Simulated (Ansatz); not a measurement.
ZnS

Input file:

```
crystal:
  lattice:
    - [0.0, 2.6945131942, 2.5934689494]
    - [2.6945131942, 0.0, 2.5934689494]
    - [2.6945131942, 2.6945131942, 0.0]
  atoms:
    - { symbol: Zn, position: [0.0, 0.0, 0.0] }
    - { symbol: S, position: [0.75, 0.75, 0.75] }
basis:
  ecutwfc: 500
kpoints:
  mp_grid: { grid: [8, 8, 8] }
hamiltonian:
  xc: r2scan
scf:
  occupations: { method: gaussian, width: 0.05 }
output:
  forces: true
  stress: true
  eigenvalues: true
  write_density: true
  write_potential: true
  elf: true
  volumetric_format: npy
```

Launched as:

```sh
ansatz run input.yaml --threads 1 --pin off --max-ram 2560MiB --backend cpu --events-out ev --progress --plain --runs-dir out
```

Below, planes, directions and counts refer to the conventional cell (a = 3.81 Å, b = 3.81 Å, c = 5.19 Å, α = 90.00°, β = 90.00°, γ = 90.00°).

Space group I-4m2; changed on purpose from its base cell (strain -0.0375 x Voigt [0, 0, 1, 0, 0, 0], atoms carried along); computed pressure about 3 GPa in this cell.

Computed with DFT r2SCAN, scalar-relativistic, plane waves, PAW (Ansatz).

Core electrons are frozen (PAW), and the valence fields are smoothed inside the atomic spheres.

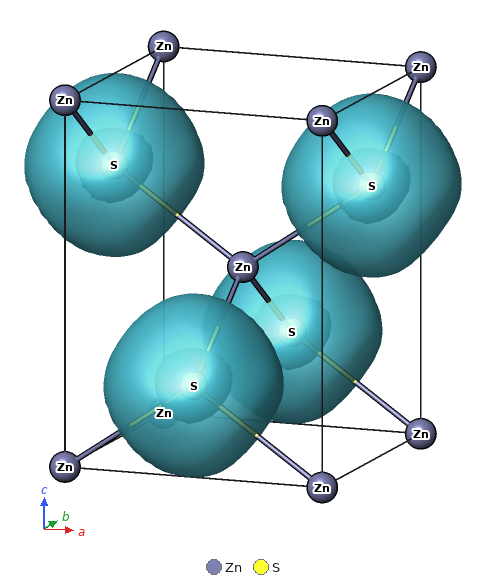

Figure 1. Isosurface of the ELF at 0.65 (cyan), seen slightly off an axis. Only the valence region is drawn (cores and ρ < 0.01 e/Å³ removed). Sticks mark near contacts.

Describe the localisation domains.

Answer. The ELF exceeds this value in two regions wrapped around S (the valence shell of each), counted in one cell of 4 atoms. Any copies at cell faces, edges or corners count once. Profiles from the grid: Zn–S (2.30 Å): the ELF peaks at about 0.90 in the valence shell of S, 0.8 Å from its nucleus, and is about 0.60 at the midpoint.

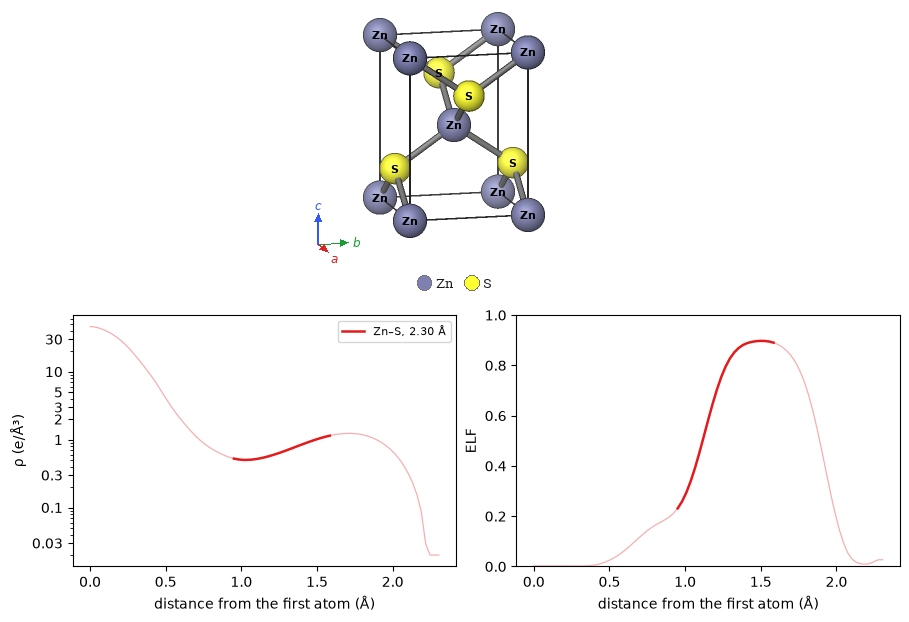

Figure 2. Valence pseudo-density and electron localisation function along straight lines between neighbouring atoms. Thin, pale parts lie inside the atomic spheres. The structure is drawn too.

What can be read from the curves?

Answer. Zn–S (2.30 Å): ρ is about 0.55 e/Å³ halfway; the ELF peaks at about 0.90 in the valence shell of S, 0.8 Å from its nucleus, and is about 0.60 at the midpoint.

Does the calculation give a band gap?

Answer. It is gapped, with a Kohn–Sham gap of 2.8 eV on the k-point mesh, an upper bound to the gap of this method.
